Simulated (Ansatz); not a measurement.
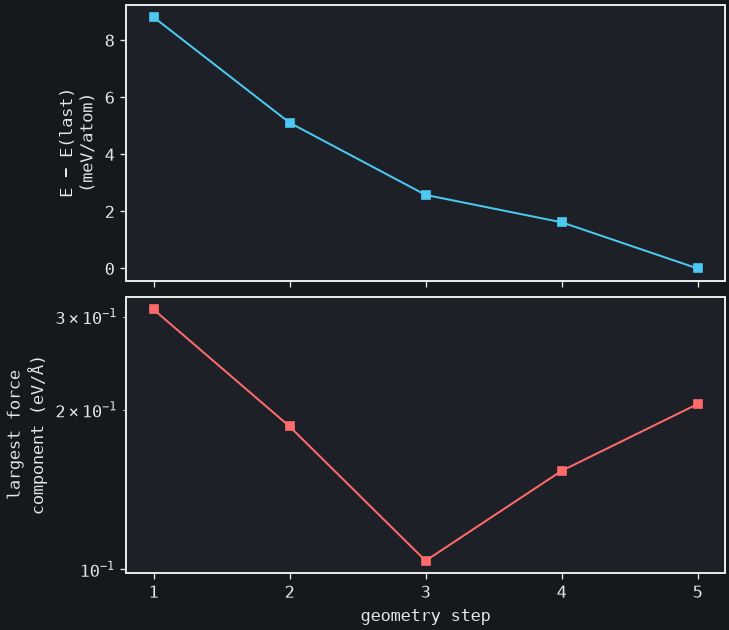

History of a geometry optimisation. Only the atoms move.

```
crystal:
  lattice:
    - [0.0, 2.4351516489, 2.4351516489]
    - [2.4351516489, 0.0, 2.4351516489]
    - [2.4351516489, 2.4351516489, 0.0]
  atoms:
    - { symbol: Be, position: [0.0, 0.0, 0.0] }
    - { symbol: S, position: [0.75, 0.75, 0.75], spin: -4.0 }
basis:
  ecutwfc: 420
kpoints:
  mp_grid: { grid: [1, 1, 1], shift: [0.05, 0.8, 0.8] }
hamiltonian:
  xc: pbe
scf:
  occupations: { method: gaussian, width: 0.1 }
  lower_state_search: "off"
  max_iter: 88
output:
  forces: true
  stress: true
  eigenvalues: true
  populations: true
magnetization:
  spin_polarized: true
relax:
  adjacent_minimum: "off"
  f_tol: 0.06
  max_steps: 5
```

Run as:
```bash
ansatz run input.yaml --threads 1 --pin off --max-ram 1331MiB --backend cpu --events-out ev --progress --plain --runs-dir out
```

How did it end, and what did it gain?

Answer. It had not finished: it stopped at geometry 5. The energy fell by about 8.8 meV/atom from the first step to the last. The largest force component goes from about 0.31 eV/Å at the start to 0.21 eV/Å at the end.
